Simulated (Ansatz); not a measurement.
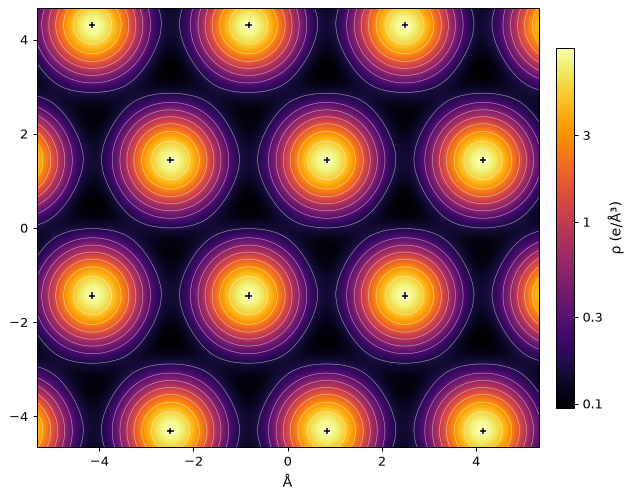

The valence electron density on a plane through atoms (crosses mark nuclei in the plane).

These are results of DFT PBE, scalar-relativistic, plane waves, PAW (Ansatz 0.2.0), not measurements.

Candidates:
A. CdTe, a = 6.62 Å, b = 6.62 Å, c = 6.62 Å, α = 90.00°, β = 90.00°, γ = 90.00°. Space group F-43m.
B. Ti$_{4}$Al$_{12}$H (cell with a defect), a = 6.89 Å, b = 6.89 Å, c = 6.89 Å, α = 109.47°, β = 109.47°, γ = 109.47°. Computed without spin polarisation.
C. Tl, a = 3.32 Å, b = 3.32 Å, c = 5.08 Å, α = 90.00°, β = 90.00°, γ = 120.00°. Space group P6₃/mmc; changed on purpose from its base cell (strain -0.040 along x and y, -0.080 along z, atoms carried along); computed pressure about 14 GPa in this cell.

**Which candidate gave the map?**

Candidate C: Tl on the (001) plane of the conventional cell, which holds Tl. Tl–Tl (3.32 Å): the density is about 0.14 e/Å³ at the midpoint.
